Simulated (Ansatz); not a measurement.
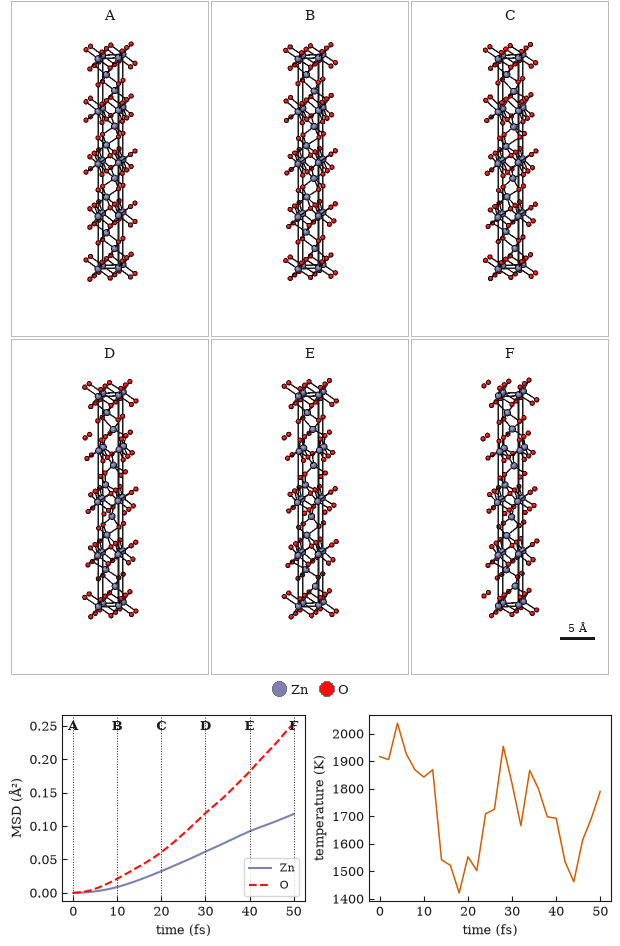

First-principles dynamics of a 24-atom cell of ZnO (set up in P6_3/mmc), 50 fs long. It starts from the last geometry of an earlier run, with fresh velocities. Frames (A at 0 fs, B at 10 fs, C at 20 fs, D at 30 fs, E at 40 fs, F at 50 fs) and the history of the run. A ball-and-stick model of the simulation cell, seen slightly off an axis. Bonds to atoms that aren't drawn are left out.

All numbers below come from Ansatz 0.2.0, DFT PBE, scalar-relativistic, plane waves, PAW. Settings: plane-wave cutoff 420 eV; k-point mesh 6 × 6 × 1; Fermi-Dirac smearing 0.172 eV; volume 1.12 times that of the relaxed crystal; Langevin thermostat (NVT); set temperature 2000 K; time step 2 fs; friction 0.02 per fs.

**What do the frames and curves show?**

In the second half of the run the atoms are, in the root-mean-square, this far from where they began (common drift taken out): O 0.41 Å, Zn 0.29 Å. The run lasts only 50 fs, too short to tell vibration from diffusion. Over the second half the temperature averages 1716 K (spread ±128 K). The potential energy in the second half lies on average 78.0 meV per atom above the first frame. The mean pressure there is −1.3 GPa.
